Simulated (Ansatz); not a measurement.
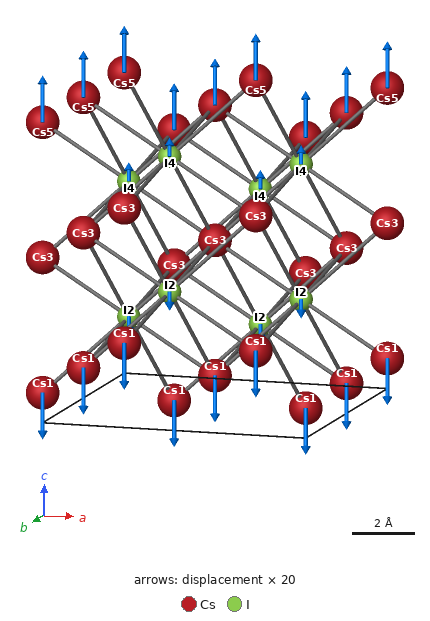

This is a relaxation of a slab of composition Cs3I2 (cut from the Pm-3m phase). The starting structure is drawn; blue arrows show the displacements, 20 times their true length.

The picture is a ball-and-stick view of the 2 × 2 repeat of the cell, outlined in the plane, without the vacuum, seen from a free direction.

Case: (1 0 0) slab, atoms relaxed. The slab is the (1 0 0) face of CsI.

Method: DFT PBEsol, scalar-relativistic, plane waves, PAW in Ansatz. Set-up: plane-wave cutoff 420 eV; k-point mesh 6 × 6 × 1; occupations gaussian; smearing width 0.05 eV; no spin polarisation; dipole correction; atoms relaxed in a fixed cell; force threshold 0.02 eV/Å; at most 60 steps.

What happened in the run?

Answer. The largest moves relative to the layer's centre, 0.078 Å, are those of Cs1 and Cs5. Cs5 goes along the normal (+c). Largest moves by element: Cs 0.078 Å, I 0.032 Å. The cell doesn't change. Among the contacts that change: Cs1–I2 3.900 → 3.927 Å, Cs3–I4 3.900 → 3.918 Å. Over 2 geometry steps the energy falls by 4.2 meV per cell of the calculation. The largest force component goes from 0.058 to 0.00074 eV/Å.

Limits of the set-up: the cell has an odd number of electrons but was run without spin polarisation.
